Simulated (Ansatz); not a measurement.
**Energy of Li along an even scaling of the cell**

System: Li (Fm-3m, 1 atom in the cell).
Method: DFT PBE, scalar-relativistic, plane waves, PAW, no spin polarisation (Ansatz 0.2.0).

The 7 runs differ only in the geometry, by an even scaling of the cell at fixed fractional positions. The structure derives from an entry of the Crystallography Open Database.

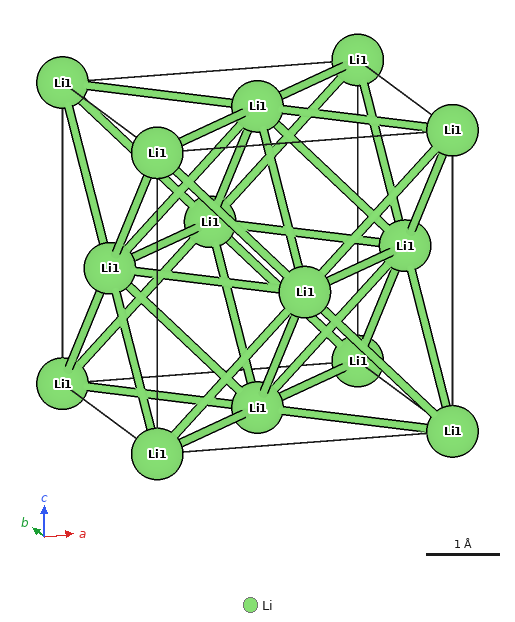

Figure 1. The structure of run 4 (ball-and-stick view of the cell 4 times as large as that of the calculation, set on its symmetry axes, seen slightly off an axis; atoms are numbered from 1 in the order of the input).

## Input of run 4
```yaml
crystal:
  lattice:
    - [0.0, 2.1380340284, 2.1380340284]
    - [2.1380340284, 0.0, 2.1380340284]
    - [2.1380340284, 2.1380340284, 0.0]
  atoms:
    - { symbol: Li, position: [0.0, 0.0, 0.0] }
basis:
  ecutwfc: 420
kpoints:
  mp_grid: { grid: [16, 16, 16] }
hamiltonian:
  xc: pbe
scf:
  occupations: { method: gaussian, width: 0.1 }
output:
  forces: true
  stress: true
  eigenvalues: true
```

Command:
```bash
ansatz run input.yaml --threads 1 --pin off --max-ram 2560MiB --backend cpu --events-out ev --progress --plain --runs-dir out
```

Run 3 differs from it as follows:
```diff
-    - [0.0, 2.1380340284, 2.1380340284]
-    - [2.1380340284, 0.0, 2.1380340284]
-    - [2.1380340284, 2.1380340284, 0.0]
+    - [0.0, 2.1157612209, 2.1157612209]
+    - [2.1157612209, 0.0, 2.1157612209]
+    - [2.1157612209, 2.1157612209, 0.0]
```

## Results, with one run withheld

```tsv
run	volume per atom (Å³)	free energy per atom, from the lowest run given (meV)	pressure (GPa)
1	17.733	14.99	2.23
2	18.338	7.84	1.57
3	18.942	?	?
4	19.547	0.30	0.48
5	20.756	0.00	−0.36
6	21.360	2.03	−0.71
7	22.166	6.61	−1.10
```

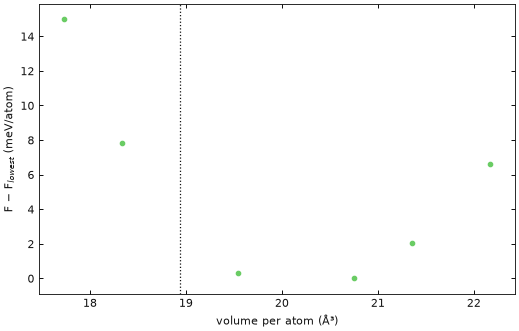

Figure 2. Free energy per atom of the runs given; the dotted line marks run 3.

What should run 3 give?

A cubic polynomial in V^(−2/3) (the Birch–Murnaghan form), fitted to the 6 runs given, misses them by under 0.01 meV per atom. With x = V^(−2/3) − 0.13628 Å⁻², it reads F = −0.4225 + 309.14 x + 1.0692e+05 x² − 2.6499e+05 x³ (meV per atom). At run 3 it gives 3.05 meV per atom, and the run itself gives 3.05. The slope of the fit gives a pressure −dF/dV of 0.99 GPa there, and the run prints 0.99 GPa. The fit has its minimum at 20.196 Å³ per atom, where V d²F/dV² gives 13.9 GPa: the bulk modulus at this level, since symmetry fixes the shape and the positions.

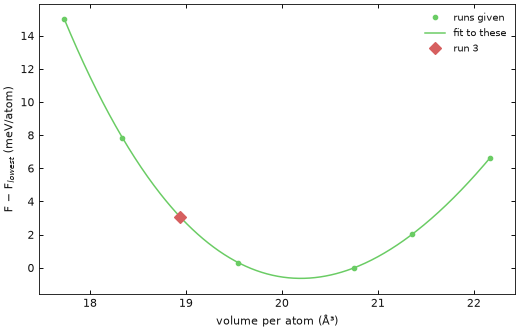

Figure 3. The fit and the withheld run.

## Output, shortened to warnings, some set-up lines, iterations and results (run 3)
```
Basis set: ecut = 420 eV, 339 PW (Γ), exchange–correlation on 40×40×40 points (8 copies of the dense FFT grid, shifted against one another)
Symmetry: 48 space group operations
k-points: 145 of 4096
Initial density: superposition of atomic densities (neutral atoms: chi_scale 0, normalization atom), corrected by the library's trained network
[...]
SCF iter   1: F=—  HF=-204.687415 eV  |F-HF|=—  |Δ(HF+E_count)|=         —  Δρ=2.39e-4  dr2=1.10e-5  ethr=1.77e-3  ⟨swp⟩=4.1  Hψ=6660  notcnv=0
SCF iter   2: F=—  HF=-204.687408 eV  |F-HF|=—  |Δ(HF+E_count)|=   7.00e-6  Δρ=1.21e-4  dr2=2.87e-6  ethr=3.66e-7  ⟨swp⟩=1.9  Hψ=2182  notcnv=0
SCF iter   3: F=-204.687409 eV  HF=-204.687409 eV  |F-HF|=1.01e-9  |Δ(HF+E_count)|=   1.41e-6  Δρ=5.50e-6  dr2=3.93e-9  ethr=9.55e-8  ⟨swp⟩=2.0  Hψ=1012  notcnv=0
SCF iter   4: F=-204.687409 eV  HF=-204.687409 eV  |F-HF|=1.00e-10  |Δ(HF+E_count)|=   1.34e-9  Δρ=8.08e-7  dr2=1.06e-10  ethr=1.31e-10  ⟨swp⟩=2.3  Hψ=1047  notcnv=0
SCF iter   5: F=-204.687409 eV  HF=-204.687409 eV  |F-HF|=8.53e-13  |Δ(HF+E_count)|=  1.07e-10  Δρ=1.03e-7  dr2=1.84e-12  ethr=3.54e-12  ⟨swp⟩=1.6  Hψ=901  notcnv=0
SCF iter   6: F=-204.687409 eV  HF=-204.687409 eV  |F-HF|=2.84e-14  |Δ(HF+E_count)|=  7.11e-13  Δρ=3.92e-9  dr2=1.81e-15  ethr=1.00e-12  ⟨swp⟩=1.7  Hψ=2625  notcnv=0
SCF 1 converged in 6 iterations: F = -204.687409 eV  dr2 = 1.81e-15
SCF converged after 6 iterations
Free energy (F): -204.687409 eV
Harris-Foulkes:  -204.687409 eV  (|F-HF|=2.84e-14)
Internal energy: -204.685230 eV  (E = F + TS)
E sigma→0 (E₀):  -204.686319 eV
Entropy (-TS):   -0.002180 eV (-2.180 meV/atom)
Fermi energy:    1.219675 eV
--- Per-component energies (eV) ---
  E_band       = -90.443383
  E_kinetic    = 21.442244
  E_local      = -130.081340  (includes V_loc(G=0)·N_el)
  E_nonlocal   = -33.213280
  E_hartree    = 38.574010
  E_xc         = -10.177137
  E_vxc        = -13.104695  (∫ρ·V_xc dr)
  E_paw        = -21.020537  (= ΣΔE_a)
  E_vpaw       = -12.634330  (= ΣTr[D̂ρ^β])
  E_aug_tail   = -0.000003  (compensation charges beyond the density's cutoff)
  E_ewald      = -70.209186
  E_smearing   = -0.002180  (= −TS)
  E_closure    = 0.000000  (closes the sum)
  Σ components = -204.687409   (vs F -204.687409, Δ=0.00e0)
--- Forces (eV/Å), atoms counted from 1 ---
  atom   1  Li     0.00000000     0.00000000     0.00000000
  max |Σ_I F_I| component: 1.44e-32 eV/Å
--- Stress (GPa, compression-positive) ---
        0.987081      -0.000000       0.000000
        0.000000       0.987081       0.000000
        0.000000       0.000000       0.987081
  P = ⅓ Tr σ = 0.9871 GPa (9.871 kbar)
```
